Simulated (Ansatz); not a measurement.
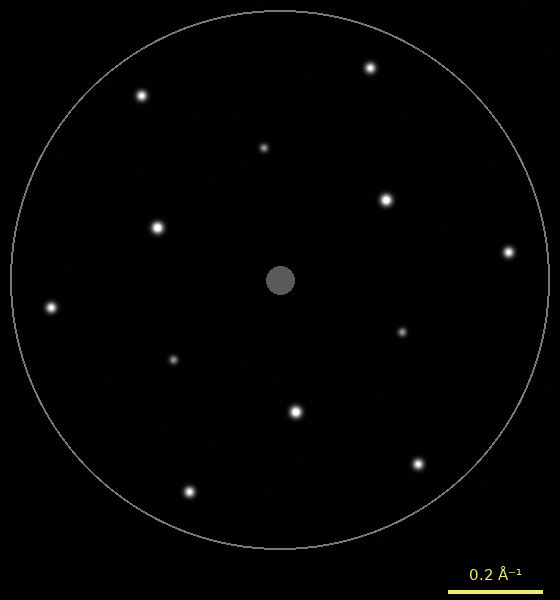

Simulated LEED pattern at 75 eV and normal incidence, from the upper face of a slab model. Spot positions follow from the surface net; brightness is a rough single-scattering estimate from the outer layers, good only for telling present from absent.

Q: Find the real-space surface cell from the pattern.

A: The spots form a hexagonal reciprocal net with shortest vectors 0.286 and 0.286 Å⁻¹ at 60.0°. The primitive real-space mesh has edges 4.04 and 4.04 Å at 60.0° (or its supplement) and area 14.2 Å².

The slab has composition GaAs (2 atoms a cell, 0.6 Å thick). Structure: coordinates from a relaxation with Ansatz, DFT PBE, scalar-relativistic, plane waves, PAW; the starting structure was generated, so it need not be a known form of this composition.

```xyz
2
Lattice="4.0443 0.0000 0.0000 -2.0222 3.5025 0.0000 0.0000 0.0000 25.0629" Properties=species:S:1:pos:R:3 pbc="T T T"
Ga    0.0000    2.3350    7.2108
As    2.0222    1.1675    7.7892
```
